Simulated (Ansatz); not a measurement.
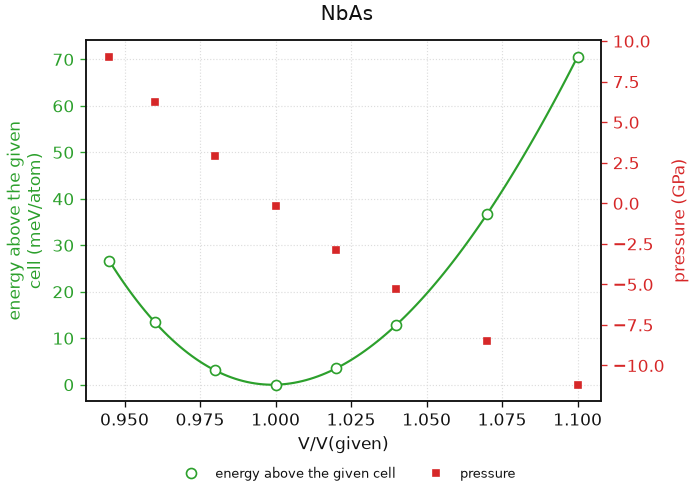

Figure. Energy above the given cell and pressure against V/V(given) for NbAs, space group Fm-3m (No. 225) (cell built by us, not taken from a database).

V(given) is 18.35 Å³/atom.

A third-order Birch–Murnaghan fit gives V0 = 18.33 Å³/atom, B0 = 144 GPa and B′ = 4.5. The energy above the given cell is 26.60 meV/atom at V/V(given) 0.945 and 70.62 meV/atom at 1.100; the lowest computed point is at V/V(given) 1.000 (0.00 meV/atom), and no other minimum shows. The pressure falls from 9.1 GPa at V/V(given) 0.945 to −11.2 GPa at 1.100, and changes sign near 0.999. The solid is metallic at every point.

Method: plane-wave density functional theory, PAW datasets, Gaussian smearing 0.05 eV: equation of state, the given cell scaled in volume with shape and atoms relaxed at each volume; third-order Birch-Murnaghan fit (Ansatz 0.2.0). Level: PBE, no spin polarisation.

- PAW set: soft_2
- wave cutoff: 420 eV
- k mesh: 12×12×12

Cell as given: a = 3.730 Å, b = 3.730 Å, c = 3.730 Å, α = 60.00°, β = 60.00°, γ = 60.00°; 2 atoms.

Input of one of the runs behind the figure:
```
crystal:
  lattice:
    - [0.0, 2.6552388334, 2.6552388334]
    - [2.6552388334, 0.0, 2.6552388334]
    - [2.6552388334, 2.6552388334, 0.0]
  atoms:
    - { symbol: Nb, position: [0.5, 0.5, 0.5] }
    - { symbol: As, position: [0.0, 0.0, 0.0] }
basis:
  ecutwfc: 420
  ecutrho_ratio: 4
kpoints:
  mp_grid: { grid: [12, 12, 12] }
hamiltonian:
  xc: pbe
scf:
  occupations: { method: gaussian, width: 0.05 }
output:
  forces: true
  stress: true
  eigenvalues: true
```

Launched with:
```bash
ansatz run input.yaml --threads 2 --pin off --max-ram 2662MiB --backend cpu --events-out ev --progress --plain --runs-dir out
```
